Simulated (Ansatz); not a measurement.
# Nickel, fcc under PBE: how the k-point mesh moves the result

A convergence test of the k-point mesh. The geometry was relaxed under PBE beforehand and stays fixed; 8 values are run, from 2×2×2 to 22×22×22. Wanted are the values from which on the energy stays within 10 and 1 meV/atom, and the pressure within 0.5 GPa, of the last run. Within the series other settings stay, but some runs also write fields, which adds to their time. Spin polarisation is left out.

Computed with Ansatz 0.2.0 (DFT PBE, plane waves with PAW, scalar-relativistic, unless a step says otherwise).

### Step 1. The structure to begin with

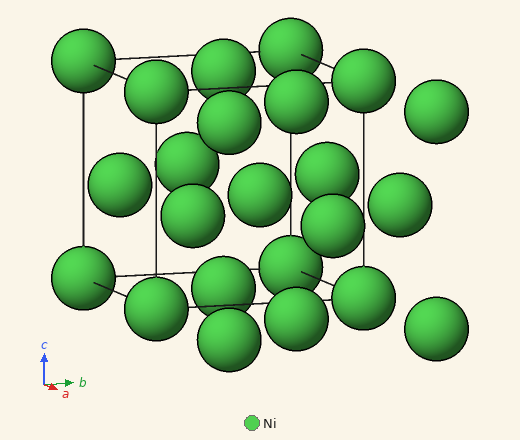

Start, viewed slightly off an axis; nickel green. 2×1×1 conventional cells are drawn; the run uses a primitive one. Any atoms on the faces are drawn again on the opposite ones.

Structure file:

```cif
data_structure
_symmetry_space_group_name_H-M 'P 1'
_symmetry_Int_Tables_number 1
_cell_length_a 2.4851
_cell_length_b 2.4851
_cell_length_c 2.4851
_cell_angle_alpha 60.000
_cell_angle_beta 60.000
_cell_angle_gamma 60.000
_cell_volume 10.85
loop_
_atom_site_label
_atom_site_type_symbol
_atom_site_fract_x
_atom_site_fract_y
_atom_site_fract_z
_atom_site_occupancy
Ni1 Ni 0.00000 0.00000 0.00000 1
```

### Step 2. Run at 2×2×2

The run at 2×2×2.

The input, input.yaml:

```yaml
crystal:
  lattice:
    - [0.0, 1.757246668, 1.757246668]
    - [1.757246668, 0.0, 1.757246668]
    - [1.757246668, 1.757246668, 0.0]
  atoms:
    - { symbol: Ni, position: [0.0, 0.0, 0.0] }
hamiltonian:
  xc: pbe
  pseudopotentials:
    kind: paw
    azcp:
      Ni: "pseudopotentials/Ni.paw.azcp"
basis:
  ecutwfc: 420
  fft_grid_basis: typed
kpoints:
  mp_grid: { grid: [2, 2, 2], shift: [0, 0, 0] }
magnetization:
  spin_polarized: false
scf:
  occupations: { method: fermi_dirac, width: 0.1 }
  lower_state_search: "off"
output:
  stress: true
  write_density: true
  write_potential: true
  elf: true
  volumetric_format: npy
```

On the command line:

```sh
ansatz run input.yaml --threads 1 --pin off --max-ram 3584MiB --backend cpu --events-out ev --progress --plain --runs-dir out
```

Output:

```text
Engine: ansatz 0.2.0, x86_64-unknown-linux-gnu
Pseudopotentials: kind: paw
Pseudopotential: Ni, paw, valence charge 18, recommended cutoff 420 eV (normal), <dir>
Functional definition: PBE
  parameter kappa = 0.804
  parameter beta = 0.06672455060314922
  exchange = pbe_x(kappa = kappa, mu = beta*pi^2/3)
  correlation = pbe_c(beta = beta)
Crystal: 1 atoms, lattice volume = 10.852 Å³
Basis set: ecut = 420 eV, 181 PW (Γ)
Bands: 13, of which v1, the nominal top of the filled ones, is band 9 counted from 1 (8 counted from 0)
Symmetry: 48 space group operations
Space group: Fm-3m (ITA 225), of the structure as read, at distance tolerance 2.2e-5 Å
k-points: 3 of 8
Non-local potential: Ni, projectors of the file, l = 0: 3, l = 1: 2, l = 2: 3, l = 3: 1
PAW form: soft (Blöchl's): semilocal exchange-correlation on the pseudo side does not see the compensation charge
PAW one-centre angular grid: Ni, 590 points (default); XC on 64 Gauss nodes
Initial density: superposition of atomic densities (neutral atoms: chi_scale 0, normalization atom), corrected by the library's trained network
Initial wavefunctions: pseudopotential atomic-orbital guess
Functional: x = pbe(κ = 0.804, μ = 0.2195149727645171), c = pbe(β = 0.06672455060314922)
SCF iter   1: F=—  HF=-5837.204753 eV  |F-HF|=—  |Δ(HF+E_count)|=         —  Δρ=3.98e-2  dr2=1.03e-1  ethr=1.77e-3  ⟨swp⟩=5.0  Hψ=197  notcnv=0
preconditioner: auto → none  [metal: Δε(μ)=0.188 eV  Ē_g=14.583 eV  σ=0.100 eV  W_gap=0.39  n_scr=0 (ndim 8)  ℏωp=35.6 eV  f_vac=0.000  D(μ)=7.39/eV (n_scr^D=258)]
SCF iter   2: F=—  HF=-5837.189987 eV  |F-HF|=—  |Δ(HF+E_count)|=   1.48e-2  Δρ=1.17e-2  dr2=6.93e-3  ethr=5.75e-4  ⟨swp⟩=1.3  Hψ=64  notcnv=0
SCF iter   3: F=—  HF=-5837.188484 eV  |F-HF|=—  |Δ(HF+E_count)|=   1.50e-3  Δρ=4.66e-3  dr2=1.17e-3  ethr=3.85e-5  ⟨swp⟩=1.0  Hψ=39  notcnv=0
SCF iter   4: F=—  HF=-5837.188315 eV  |F-HF|=—  |Δ(HF+E_count)|=   1.69e-4  Δρ=1.03e-3  dr2=8.63e-5  ethr=6.48e-6  ⟨swp⟩=2.3  Hψ=60  notcnv=0
SCF iter   5: F=—  HF=-5837.188315 eV  |F-HF|=—  |Δ(HF+E_count)|=   3.28e-7  Δρ=3.67e-4  dr2=8.24e-6  ethr=4.79e-7  ⟨swp⟩=1.0  Hψ=39  notcnv=0
SCF iter   6: F=—  HF=-5837.188314 eV  |F-HF|=—  |Δ(HF+E_count)|=   4.86e-7  Δρ=1.48e-4  dr2=1.37e-6  ethr=4.58e-8  ⟨swp⟩=1.0  Hψ=39  notcnv=0
SCF iter   7: F=-5837.188314 eV  HF=-5837.188314 eV  |F-HF|=5.78e-8  |Δ(HF+E_count)|=   9.26e-8  Δρ=3.40e-5  dr2=7.48e-8  ethr=5.56e-10  ⟨swp⟩=6.3  Hψ=226  notcnv=0
SCF 1 converged in 7 iterations: F = -5837.188314 eV  dr2 = 7.48e-8
SCF converged after 7 iterations
Free energy (F): -5837.188314 eV
Harris-Foulkes:  -5837.188314 eV  (|F-HF|=5.78e-8)
Internal energy: -5836.939661 eV  (E = F + TS)
E sigma→0 (E₀):  -5837.063988 eV
Entropy (-TS):   -0.248653 eV (-248.653 meV/atom)
Fermi energy:    18.068243 eV
--- Per-component energies (eV) ---
  E_band       = -282.396828
  E_kinetic    = 281.329873
  E_local      = -3428.188095  (includes V_loc(G=0)·N_el)
  E_nonlocal   = 636.235323
  E_hartree    = 1429.507387
  E_xc         = -84.547608
  E_vxc        = -109.022572  (∫ρ·V_xc dr)
  E_paw        = -1628.078024  (= ΣΔE_a)
  E_vpaw       = -521.745801  (= ΣTr[D̂ρ^β])
  E_aug_tail   = 0.000575  (compensation charges beyond the density's cutoff)
  E_ewald      = -3043.199091
  E_smearing   = -0.248653  (= −TS)
  E_closure    = -0.000000  (closes the sum)
  Σ components = -5837.188314   (vs F -5837.188314, Δ=0.00e0)
--- Stress (GPa, compression-positive) ---
       35.252639       0.000000      -0.000000
        0.000000      35.252639      -0.000000
        0.000000      -0.000000      35.252639
  P = ⅓ Tr σ = 35.2526 GPa (352.526 kbar)
--- Band table (eV) ---
  k-point 0: bands = ["-85.1469", "-45.4101", "-45.4101", "-45.4101", "9.0663", "16.0322", "16.0322", "16.0322", "17.1734", "17.1734", "41.6255", "45.7506", "45.7506"]
  k-point 1: bands = ["-85.1126", "-45.6338", "-45.4425", "-45.4425", "13.4565", "16.0070", "16.0070", "17.8103", "17.8978", "17.8978", "23.9976", "40.2214", "42.8834"]
  k-point 2: bands = ["-85.1013", "-45.6219", "-45.4940", "-45.4940", "13.6435", "14.1865", "17.9040", "18.0682", "18.0682", "20.5412", "27.4987", "32.9888", "32.9888"]
```

Run time: 0.52 s. Hardware: 1 thread of Intel Xeon Platinum 8259CL at 2.50GHz (Skylake/Cascade Lake), shared host; peak memory 0.44 GiB.

### Step 3. Run at 4×4×4

The run at 4×4×4.

Changes to input.yaml since step 2:

```diff
@@ -17,3 +17,3 @@
 kpoints:
-  mp_grid: { grid: [2, 2, 2], shift: [0, 0, 0] }
+  mp_grid: { grid: [4, 4, 4], shift: [0, 0, 0] }
 magnetization:
@@ -25,5 +25 @@
   stress: true
-  write_density: true
-  write_potential: true
-  elf: true
-  volumetric_format: npy
```

On the command line:

```sh
ansatz run input.yaml --threads 1 --pin off --max-ram 3584MiB --backend cpu --events-out ev --progress --plain --runs-dir out
```

Output:

```text
[... 8 set-up lines as earlier in the session ...]
Crystal: 1 atoms, lattice volume = 10.852 Å³
Basis set: ecut = 420 eV, 181 PW (Γ)
Bands: 13, of which v1, the nominal top of the filled ones, is band 9 counted from 1 (8 counted from 0)
[... 2 set-up lines as earlier in the session ...]
k-points: 8 of 64
[... 6 set-up lines as earlier in the session ...]
SCF iter   1: F=—  HF=-5839.775674 eV  |F-HF|=—  |Δ(HF+E_count)|=         —  Δρ=9.15e-3  dr2=4.88e-3  ethr=1.77e-3  ⟨swp⟩=5.4  Hψ=540  notcnv=0
preconditioner: auto → none  [metal: Δε(μ)=0.133 eV  Ē_g=14.791 eV  σ=0.100 eV  W_gap=0.32  n_scr=0 (ndim 8)  ℏωp=35.6 eV  f_vac=0.000  D(μ)=3.18/eV (n_scr^D=64)]
SCF iter   2: F=—  HF=-5839.774797 eV  |F-HF|=—  |Δ(HF+E_count)|=   8.77e-4  Δρ=2.15e-3  dr2=1.99e-4  ethr=2.71e-5  ⟨swp⟩=1.1  Hψ=169  notcnv=0
SCF iter   3: F=—  HF=-5839.774801 eV  |F-HF|=—  |Δ(HF+E_count)|=   4.08e-6  Δρ=5.62e-4  dr2=1.26e-5  ethr=1.11e-6  ⟨swp⟩=1.2  Hψ=107  notcnv=0
SCF iter   4: F=—  HF=-5839.774795 eV  |F-HF|=—  |Δ(HF+E_count)|=   6.20e-6  Δρ=2.36e-5  dr2=1.24e-8  ethr=7.02e-8  ⟨swp⟩=2.1  Hψ=142  notcnv=0
iter 5 did not close the SCF: its close was put off for the readings that it lacked (scf_convergence_deferred on its scf_iter line)
SCF iter   5: F=-5839.774795 eV  HF=-5839.774795 eV  |F-HF|=9.40e-10  |Δ(HF+E_count)|=   4.74e-8  Δρ=9.06e-6  dr2=2.82e-9  ethr=6.90e-11  ⟨swp⟩=2.0  Hψ=178  notcnv=0
SCF iter   6: F=-5839.774795 eV  HF=-5839.774795 eV  |F-HF|=1.74e-10  |Δ(HF+E_count)|=   1.53e-9  Δρ=1.60e-6  dr2=1.49e-10  ethr=1.57e-11  ⟨swp⟩=2.4  Hψ=334  notcnv=0
SCF 1 converged in 6 iterations: F = -5839.774795 eV  dr2 = 1.49e-10
SCF converged after 6 iterations
Free energy (F): -5839.774795 eV
Harris-Foulkes:  -5839.774795 eV  (|F-HF|=1.74e-10)
Internal energy: -5839.680486 eV  (E = F + TS)
E sigma→0 (E₀):  -5839.727640 eV
Entropy (-TS):   -0.094309 eV (-94.309 meV/atom)
Fermi energy:    18.100368 eV
--- Per-component energies (eV) ---
  E_band       = -283.740922
  E_kinetic    = 282.196659
  E_local      = -3432.285414  (includes V_loc(G=0)·N_el)
  E_nonlocal   = 635.230052
  E_hartree    = 1432.641886
  E_xc         = -84.828832
  E_vxc        = -109.390101  (∫ρ·V_xc dr)
  E_paw        = -1629.436318  (= ΣΔE_a)
  E_vpaw       = -524.775525  (= ΣTr[D̂ρ^β])
  E_aug_tail   = 0.000573  (compensation charges beyond the density's cutoff)
  E_ewald      = -3043.199091
  E_smearing   = -0.094309  (= −TS)
  E_closure    = 0.000000  (closes the sum)
  Σ components = -5839.774795   (vs F -5839.774795, Δ=0.00e0)
--- Stress (GPa, compression-positive) ---
       -2.447348       0.000000      -0.000000
       -0.000000      -2.447348       0.000000
        0.000000       0.000000      -2.447348
  P = ⅓ Tr σ = -2.4473 GPa (-24.473 kbar)
```

It took 0.66 s on 1 thread of Intel Xeon Platinum 8259CL at 2.50GHz (Skylake/Cascade Lake), shared host; peak memory 0.44 GiB.

### Step 4. Run at 5×5×5

The run at 5×5×5.

Changes to input.yaml since step 3:

```diff
@@ -17,3 +17,3 @@
 kpoints:
-  mp_grid: { grid: [4, 4, 4], shift: [0, 0, 0] }
+  mp_grid: { grid: [5, 5, 5], shift: [0, 0, 0] }
 magnetization:
```

On the command line:

```sh
ansatz run input.yaml --threads 1 --pin off --max-ram 3584MiB --backend cpu --events-out ev --progress --plain --runs-dir out
```

Output:

```text
[... 8 set-up lines as earlier in the session ...]
Crystal: 1 atoms, lattice volume = 10.852 Å³
Basis set: ecut = 420 eV, 181 PW (Γ)
Bands: 13, of which v1, the nominal top of the filled ones, is band 9 counted from 1 (8 counted from 0)
[... 2 set-up lines as earlier in the session ...]
k-points: 10 of 125
[... 6 set-up lines as earlier in the session ...]
SCF iter   1: F=—  HF=-5839.617573 eV  |F-HF|=—  |Δ(HF+E_count)|=         —  Δρ=9.56e-3  dr2=5.05e-3  ethr=1.77e-3  ⟨swp⟩=5.2  Hψ=687  notcnv=0
preconditioner: auto → none  [insulator: Δε(μ)=0.314 eV  Ē_g=14.856 eV  σ=0.100 eV  W_gap=0.53  n_scr=0 (ndim 8)  ℏωp=35.6 eV  f_vac=0.000  D(μ)=3.12/eV (n_scr^D=64)  ε∞_Penn≈6.8]
SCF iter   2: F=—  HF=-5839.616743 eV  |F-HF|=—  |Δ(HF+E_count)|=   8.31e-4  Δρ=1.46e-3  dr2=5.10e-5  ethr=2.81e-5  ⟨swp⟩=1.2  Hψ=226  notcnv=0
SCF iter   3: F=—  HF=-5839.616760 eV  |F-HF|=—  |Δ(HF+E_count)|=   1.76e-5  Δρ=6.96e-4  dr2=1.77e-5  ethr=2.83e-7  ⟨swp⟩=2.0  Hψ=200  notcnv=0
iter 4 did not close the SCF: its close was put off for the readings that it lacked (scf_convergence_deferred on its scf_iter line)
SCF iter   4: F=-5839.616765 eV  HF=-5839.616765 eV  |F-HF|=2.18e-8  |Δ(HF+E_count)|=   5.29e-6  Δρ=1.82e-5  dr2=1.44e-8  ethr=9.85e-8  ⟨swp⟩=1.2  Hψ=132  notcnv=0
iter 5 did not close the SCF: its close was put off for the readings that it lacked (scf_convergence_deferred on its scf_iter line)
SCF iter   5: F=-5839.616765 eV  HF=-5839.616765 eV  |F-HF|=6.30e-10  |Δ(HF+E_count)|=   4.30e-8  Δρ=4.03e-6  dr2=6.17e-10  ethr=7.99e-11  ⟨swp⟩=2.2  Hψ=226  notcnv=0
SCF iter   6: F=-5839.616765 eV  HF=-5839.616765 eV  |F-HF|=1.82e-12  |Δ(HF+E_count)|=  8.09e-11  Δρ=2.23e-7  dr2=2.04e-12  ethr=3.43e-12  ⟨swp⟩=1.9  Hψ=392  notcnv=0
SCF 1 converged in 6 iterations: F = -5839.616765 eV  dr2 = 2.04e-12
SCF converged after 6 iterations
Free energy (F): -5839.616765 eV
Harris-Foulkes:  -5839.616765 eV  (|F-HF|=1.82e-12)
Internal energy: -5839.515351 eV  (E = F + TS)
E sigma→0 (E₀):  -5839.566058 eV
Entropy (-TS):   -0.101415 eV (-101.415 meV/atom)
Fermi energy:    18.161247 eV
--- Per-component energies (eV) ---
  E_band       = -281.480398
  E_kinetic    = 282.574460
  E_local      = -3435.882737  (includes V_loc(G=0)·N_el)
  E_nonlocal   = 636.682183
  E_hartree    = 1435.491255
  E_xc         = -84.740407
  E_vxc        = -109.271516  (∫ρ·V_xc dr)
  E_paw        = -1630.441586  (= ΣΔE_a)
  E_vpaw       = -526.565769  (= ΣTr[D̂ρ^β])
  E_aug_tail   = 0.000572  (compensation charges beyond the density's cutoff)
  E_ewald      = -3043.199091
  E_smearing   = -0.101415  (= −TS)
  E_closure    = 0.000000  (closes the sum)
  Σ components = -5839.616765   (vs F -5839.616765, Δ=0.00e0)
--- Stress (GPa, compression-positive) ---
        2.639540       0.000000      -0.000000
       -0.000000       2.639540       0.000000
       -0.000000       0.000000       2.639540
  P = ⅓ Tr σ = 2.6395 GPa (26.395 kbar)
```

Run time: 0.5 s. Hardware: 1 thread of Intel Xeon Platinum 8259CL at 2.50GHz (Skylake/Cascade Lake), shared host; peak memory 0.43 GiB.

### Step 5. Run at 7×7×7

The run at 7×7×7.

Changes to input.yaml since step 4:

```diff
@@ -17,3 +17,3 @@
 kpoints:
-  mp_grid: { grid: [5, 5, 5], shift: [0, 0, 0] }
+  mp_grid: { grid: [7, 7, 7], shift: [0, 0, 0] }
 magnetization:
```

On the command line:

```sh
ansatz run input.yaml --threads 1 --pin off --max-ram 3584MiB --backend cpu --events-out ev --progress --plain --runs-dir out
```

Output:

```text
[... 8 set-up lines as earlier in the session ...]
Crystal: 1 atoms, lattice volume = 10.852 Å³
Basis set: ecut = 420 eV, 181 PW (Γ)
Bands: 13, of which v1, the nominal top of the filled ones, is band 9 counted from 1 (8 counted from 0)
[... 2 set-up lines as earlier in the session ...]
k-points: 20 of 343
[... 6 set-up lines as earlier in the session ...]
SCF iter   1: F=—  HF=-5839.719713 eV  |F-HF|=—  |Δ(HF+E_count)|=         —  Δρ=1.96e-3  dr2=1.76e-4  ethr=1.77e-3  ⟨swp⟩=5.2  Hψ=1379  notcnv=0
preconditioner: auto → none  [metal: Δε(μ)=0.050 eV  Ē_g=14.768 eV  σ=0.100 eV  W_gap=0.12  n_scr=0 (ndim 8)  ℏωp=35.6 eV  f_vac=0.000  D(μ)=2.71/eV (n_scr^D=58)]
SCF iter   2: F=—  HF=-5839.719684 eV  |F-HF|=—  |Δ(HF+E_count)|=   2.84e-5  Δρ=6.37e-4  dr2=1.08e-5  ethr=9.79e-7  ⟨swp⟩=2.1  Hψ=542  notcnv=0
SCF iter   3: F=—  HF=-5839.719699 eV  |F-HF|=—  |Δ(HF+E_count)|=   1.41e-5  Δρ=2.97e-4  dr2=1.58e-6  ethr=6.00e-8  ⟨swp⟩=2.1  Hψ=358  notcnv=0
SCF iter   4: F=—  HF=-5839.719706 eV  |F-HF|=—  |Δ(HF+E_count)|=   7.23e-6  Δρ=7.92e-5  dr2=2.67e-7  ethr=8.79e-9  ⟨swp⟩=2.1  Hψ=348  notcnv=0
iter 5 did not close the SCF: its close was put off for the readings that it lacked (scf_convergence_deferred on its scf_iter line)
SCF iter   5: F=-5839.719706 eV  HF=-5839.719706 eV  |F-HF|=2.65e-8  |Δ(HF+E_count)|=   1.77e-7  Δρ=2.31e-5  dr2=3.00e-8  ethr=1.49e-9  ⟨swp⟩=2.0  Hψ=330  notcnv=0
SCF iter   6: F=-5839.719706 eV  HF=-5839.719706 eV  |F-HF|=3.74e-10  |Δ(HF+E_count)|=   4.72e-9  Δρ=2.75e-6  dr2=4.41e-10  ethr=1.67e-10  ⟨swp⟩=2.6  Hψ=926  notcnv=0
SCF 1 converged in 6 iterations: F = -5839.719706 eV  dr2 = 4.41e-10
SCF converged after 6 iterations
Free energy (F): -5839.719706 eV
Harris-Foulkes:  -5839.719706 eV  (|F-HF|=3.74e-10)
Internal energy: -5839.636931 eV  (E = F + TS)
E sigma→0 (E₀):  -5839.678319 eV
Entropy (-TS):   -0.082775 eV (-82.775 meV/atom)
Fermi energy:    18.113500 eV
--- Per-component energies (eV) ---
  E_band       = -282.516120
  E_kinetic    = 282.423163
  E_local      = -3434.314828  (includes V_loc(G=0)·N_el)
  E_nonlocal   = 635.980853
  E_hartree    = 1434.248814
  E_xc         = -84.792838
  E_vxc        = -109.341498  (∫ρ·V_xc dr)
  E_paw        = -1629.983577  (= ΣΔE_a)
  E_vpaw       = -525.760396  (= ΣTr[D̂ρ^β])
  E_aug_tail   = 0.000573  (compensation charges beyond the density's cutoff)
  E_ewald      = -3043.199091
  E_smearing   = -0.082775  (= −TS)
  E_closure    = 0.000000  (closes the sum)
  Σ components = -5839.719706   (vs F -5839.719706, Δ=0.00e0)
--- Stress (GPa, compression-positive) ---
       -0.129878       0.000000       0.000000
       -0.000000      -0.129878       0.000000
       -0.000000      -0.000000      -0.129878
  P = ⅓ Tr σ = -0.1299 GPa (-1.299 kbar)
```

It took 0.68 s on 1 thread of Intel Xeon Platinum 8259CL at 2.50GHz (Skylake/Cascade Lake), shared host; peak memory 0.45 GiB.

### Step 6. Run at 9×9×9

The run at 9×9×9.

Changes to input.yaml since step 5:

```diff
@@ -17,3 +17,3 @@
 kpoints:
-  mp_grid: { grid: [7, 7, 7], shift: [0, 0, 0] }
+  mp_grid: { grid: [9, 9, 9], shift: [0, 0, 0] }
 magnetization:
```

On the command line:

```sh
ansatz run input.yaml --threads 1 --pin off --max-ram 3584MiB --backend cpu --events-out ev --progress --plain --runs-dir out
```

Output:

```text
[... 8 set-up lines as earlier in the session ...]
Crystal: 1 atoms, lattice volume = 10.852 Å³
Basis set: ecut = 420 eV, 181 PW (Γ)
Bands: 13, of which v1, the nominal top of the filled ones, is band 9 counted from 1 (8 counted from 0)
[... 2 set-up lines as earlier in the session ...]
k-points: 35 of 729
[... 6 set-up lines as earlier in the session ...]
SCF iter   1: F=—  HF=-5839.724051 eV  |F-HF|=—  |Δ(HF+E_count)|=         —  Δρ=2.55e-3  dr2=2.61e-4  ethr=1.77e-3  ⟨swp⟩=5.3  Hψ=2414  notcnv=0
preconditioner: auto → none  [metal: Δε(μ)=0.009 eV  Ē_g=14.384 eV  σ=0.100 eV  W_gap=0.02  n_scr=0 (ndim 8)  ℏωp=35.6 eV  f_vac=0.000  D(μ)=2.72/eV (n_scr^D=58)]
SCF iter   2: F=—  HF=-5839.723964 eV  |F-HF|=—  |Δ(HF+E_count)|=   8.63e-5  Δρ=1.26e-3  dr2=7.07e-5  ethr=1.45e-6  ⟨swp⟩=2.1  Hψ=903  notcnv=0
SCF iter   3: F=—  HF=-5839.723987 eV  |F-HF|=—  |Δ(HF+E_count)|=   2.26e-5  Δρ=6.55e-4  dr2=2.54e-5  ethr=3.93e-7  ⟨swp⟩=2.0  Hψ=631  notcnv=0
SCF iter   4: F=—  HF=-5839.723982 eV  |F-HF|=—  |Δ(HF+E_count)|=   4.75e-6  Δρ=2.44e-4  dr2=3.48e-6  ethr=1.41e-7  ⟨swp⟩=1.0  Hψ=460  notcnv=0
SCF iter   5: F=—  HF=-5839.723982 eV  |F-HF|=—  |Δ(HF+E_count)|=   6.15e-7  Δρ=7.34e-5  dr2=3.24e-7  ethr=1.93e-8  ⟨swp⟩=1.4  Hψ=510  notcnv=0
SCF iter   6: F=-5839.723981 eV  HF=-5839.723981 eV  |F-HF|=2.87e-9  |Δ(HF+E_count)|=   5.68e-8  Δρ=7.48e-6  dr2=3.59e-9  ethr=5.56e-10  ⟨swp⟩=4.3  Hψ=1576  notcnv=0
SCF 1 converged in 6 iterations: F = -5839.723981 eV  dr2 = 3.59e-9
SCF converged after 6 iterations
Free energy (F): -5839.723981 eV
Harris-Foulkes:  -5839.723981 eV  (|F-HF|=2.87e-9)
Internal energy: -5839.639898 eV  (E = F + TS)
E sigma→0 (E₀):  -5839.681940 eV
Entropy (-TS):   -0.084084 eV (-84.084 meV/atom)
Fermi energy:    18.055607 eV
--- Per-component energies (eV) ---
  E_band       = -282.963358
  E_kinetic    = 282.308704
  E_local      = -3433.490805  (includes V_loc(G=0)·N_el)
  E_nonlocal   = 635.677926
  E_hartree    = 1433.597899
  E_xc         = -84.813703
  E_vxc        = -109.369535  (∫ρ·V_xc dr)
  E_paw        = -1629.721400  (= ΣΔE_a)
  E_vpaw       = -525.281443  (= ΣTr[D̂ρ^β])
  E_aug_tail   = 0.000573  (compensation charges beyond the density's cutoff)
  E_ewald      = -3043.199091
  E_smearing   = -0.084084  (= −TS)
  E_closure    = -0.000000  (closes the sum)
  Σ components = -5839.723981   (vs F -5839.723981, Δ=0.00e0)
--- Stress (GPa, compression-positive) ---
       -0.290445      -0.000000       0.000000
        0.000000      -0.290445       0.000000
       -0.000000      -0.000000      -0.290445
  P = ⅓ Tr σ = -0.2904 GPa (-2.904 kbar)
```

It took 0.78 s on 1 thread of Intel Xeon Platinum 8259CL at 2.50GHz (Skylake/Cascade Lake), shared host; peak memory 0.44 GiB.

### Step 7. Run at 12×12×12

The run at 12×12×12.

Changes to input.yaml since step 6:

```diff
@@ -17,3 +17,3 @@
 kpoints:
-  mp_grid: { grid: [9, 9, 9], shift: [0, 0, 0] }
+  mp_grid: { grid: [12, 12, 12], shift: [0, 0, 0] }
 magnetization:
```

On the command line:

```sh
ansatz run input.yaml --threads 1 --pin off --max-ram 3584MiB --backend cpu --events-out ev --progress --plain --runs-dir out
```

Output:

```text
[... 8 set-up lines as earlier in the session ...]
Crystal: 1 atoms, lattice volume = 10.852 Å³
Basis set: ecut = 420 eV, 181 PW (Γ)
Bands: 13, of which v1, the nominal top of the filled ones, is band 9 counted from 1 (8 counted from 0)
[... 2 set-up lines as earlier in the session ...]
k-points: 72 of 1728
[... 6 set-up lines as earlier in the session ...]
SCF iter   1: F=—  HF=-5839.716238 eV  |F-HF|=—  |Δ(HF+E_count)|=         —  Δρ=1.22e-3  dr2=2.65e-5  ethr=1.77e-3  ⟨swp⟩=5.2  Hψ=4984  notcnv=0
preconditioner: auto → none  [metal: Δε(μ)=0.028 eV  Ē_g=14.480 eV  σ=0.100 eV  W_gap=0.07  n_scr=0 (ndim 8)  ℏωp=35.6 eV  f_vac=0.000  D(μ)=2.67/eV (n_scr^D=58)]
SCF iter   2: F=—  HF=-5839.716222 eV  |F-HF|=—  |Δ(HF+E_count)|=   1.59e-5  Δρ=9.24e-4  dr2=3.62e-5  ethr=1.47e-7  ⟨swp⟩=2.6  Hψ=2120  notcnv=0
SCF iter   3: F=—  HF=-5839.716232 eV  |F-HF|=—  |Δ(HF+E_count)|=   9.78e-6  Δρ=4.05e-4  dr2=4.41e-6  ethr=1.47e-7  ⟨swp⟩=2.1  Hψ=1264  notcnv=0
SCF iter   4: F=—  HF=-5839.716241 eV  |F-HF|=—  |Δ(HF+E_count)|=   9.24e-6  Δρ=1.83e-4  dr2=1.93e-6  ethr=2.45e-8  ⟨swp⟩=2.0  Hψ=1316  notcnv=0
SCF iter   5: F=—  HF=-5839.716241 eV  |F-HF|=—  |Δ(HF+E_count)|=   3.48e-7  Δρ=7.00e-5  dr2=2.83e-7  ethr=1.07e-8  ⟨swp⟩=1.0  Hψ=947  notcnv=0
SCF iter   6: F=-5839.716241 eV  HF=-5839.716241 eV  |F-HF|=2.78e-8  |Δ(HF+E_count)|=   5.40e-8  Δρ=2.20e-5  dr2=2.82e-8  ethr=5.56e-10  ⟨swp⟩=4.1  Hψ=3177  notcnv=0
SCF 1 converged in 6 iterations: F = -5839.716241 eV  dr2 = 2.82e-8
SCF converged after 6 iterations
Free energy (F): -5839.716241 eV
Harris-Foulkes:  -5839.716241 eV  (|F-HF|=2.78e-8)
Internal energy: -5839.632406 eV  (E = F + TS)
E sigma→0 (E₀):  -5839.674323 eV
Entropy (-TS):   -0.083835 eV (-83.835 meV/atom)
Fermi energy:    18.077266 eV
--- Per-component energies (eV) ---
  E_band       = -282.749501
  E_kinetic    = 282.363325
  E_local      = -3433.876378  (includes V_loc(G=0)·N_el)
  E_nonlocal   = 635.816779
  E_hartree    = 1433.902812
  E_xc         = -84.805050
  E_vxc        = -109.357901  (∫ρ·V_xc dr)
  E_paw        = -1629.835376  (= ΣΔE_a)
  E_vpaw       = -525.488617  (= ΣTr[D̂ρ^β])
  E_aug_tail   = 0.000573  (compensation charges beyond the density's cutoff)
  E_ewald      = -3043.199091
  E_smearing   = -0.083835  (= −TS)
  E_closure    = 0.000000  (closes the sum)
  Σ components = -5839.716241   (vs F -5839.716241, Δ=0.00e0)
--- Stress (GPa, compression-positive) ---
       -0.078697      -0.000000       0.000000
       -0.000000      -0.078697      -0.000000
        0.000000       0.000000      -0.078697
  P = ⅓ Tr σ = -0.0787 GPa (-0.787 kbar)
```

It took 1.1 s on 1 thread of Intel Xeon Platinum 8259CL at 2.50GHz (Skylake/Cascade Lake), shared host; peak memory 0.45 GiB.

[end of part 1 of 2]
